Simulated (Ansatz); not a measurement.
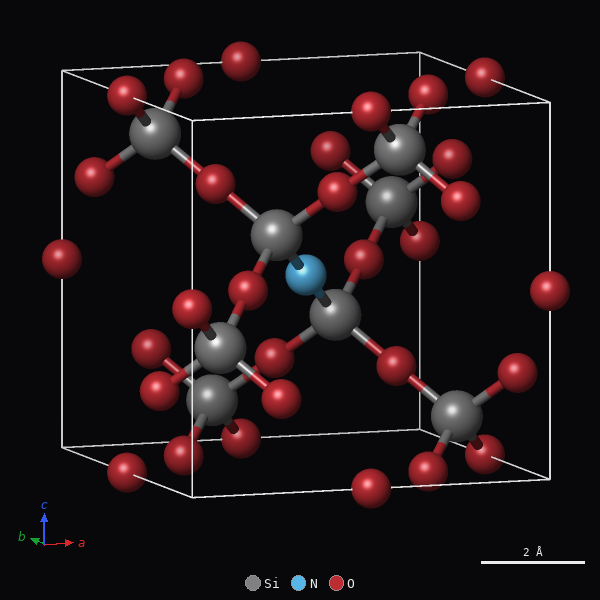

This ball-and-stick model is shown slightly off an axis. Lines trace the edges of the supercell. The host is SiO2, in a cell of 24 sites, and the cell is neutral.

What kind of defect was put in?

Nitrogen on an oxygen site (a substitutional impurity). It is bonded to two Si in a linear arrangement at about 1.7 Å.

The calculation used Ansatz, DFT PBE, scalar-relativistic, plane waves, PAW, with plane waves to 420 eV, k-points on a 2×2×2 grid, Gaussian smearing of 0.01 eV, collinear spins.

Is there a net moment in the defective cell?

Yes, 1.0 μB in the cell.

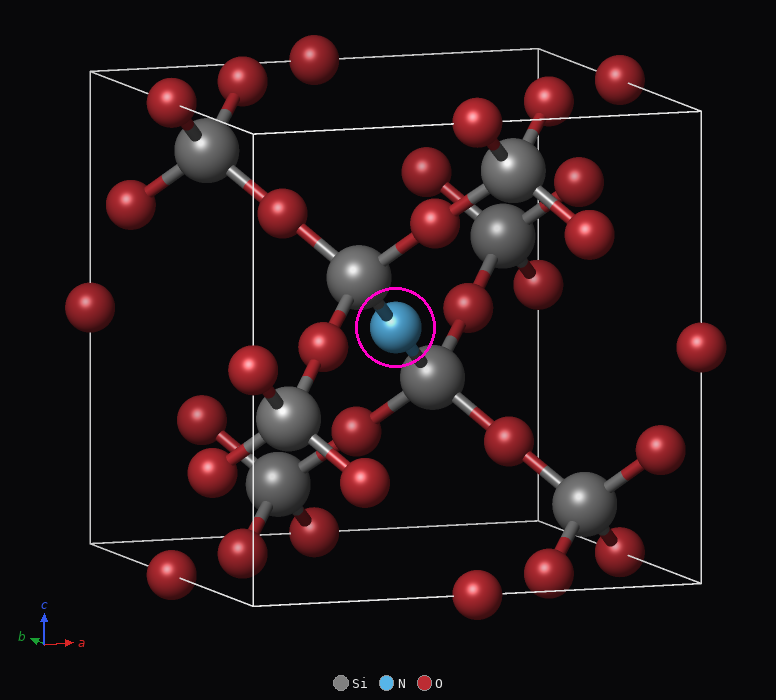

The same cell with a ring at the defect's site.

The atoms were relaxed in the host's cell with DFT PBE, scalar-relativistic, plane waves, PAW in Ansatz.
